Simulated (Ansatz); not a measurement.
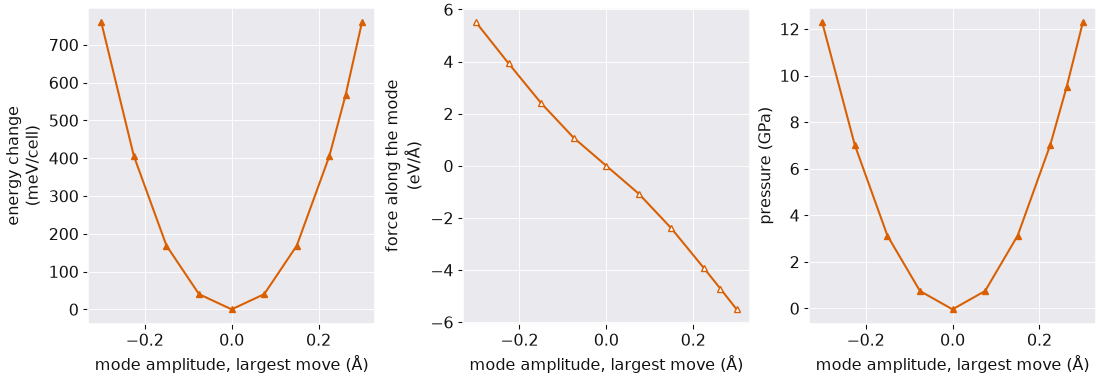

Plotted: energy change, force along the mode and pressure against mode amplitude for Ge, space group I4_1/amd (No. 141).

Starting cell:
```yaml
crystal:
  lattice:
    - [-2.57349, 2.57349, 1.40909]
    - [2.57349, -2.57349, 1.40909]
    - [2.57349, 2.57349, -1.40909]
  atoms:
    - { symbol: Ge, position: [0.25000, 0.75000, 0.50000] }
    - { symbol: Ge, position: [0.50000, 0.50000, 0.00000] }
```

Displacement pattern for amplitude 1 (x, y, z for each atom, in the order of the cell):
```json
{"atom": "Ge1", "x": "-0.71", "y": "-0.71", "z": "0.00"}
{"atom": "Ge2", "x": "0.71", "y": "0.71", "z": "0.00"}
```

Calculation (Ansatz 0.2.0): a normal mode of the cell frozen into a crystal at growing amplitude, by plane-wave density functional theory with PAW datasets, free energies less that of the undisturbed cell, pressure positive in compression; scalar-relativistic. Level: r2SCAN, no spin polarisation.

- wave cutoff: 500 eV
- k mesh: 24×24×24
- occupations: Gaussian
- smearing width: 0.15 eV
- k shift: (0, 0, 0) (mesh steps)
- start: relaxed

The points at mode amplitude −0.225, −0.075, 0.15 and 0.3 follow from computed ones by symmetry.

Q: Is the given structure stable along this path?

A: Yes: the energy rises on both sides of the starting structure, which is therefore a minimum along this path.

Q: How does the force along the mode vary with mode amplitude?

A: It falls from 5.5 eV/Å at mode amplitude −0.3000 Å to −5.5 eV/Å at 0.3000 Å, and changes sign near 0.000 Å.

Q: Read off the course of the pressure.

A: It goes from 12.3 GPa at mode amplitude −0.3000 Å to 12.3 GPa at 0.3000 Å, not monotonically, with a low of 0.0 GPa at 0.0000 Å.

Q: What does the calculation give for the phonon wavenumber?

A: 164 cm⁻¹.
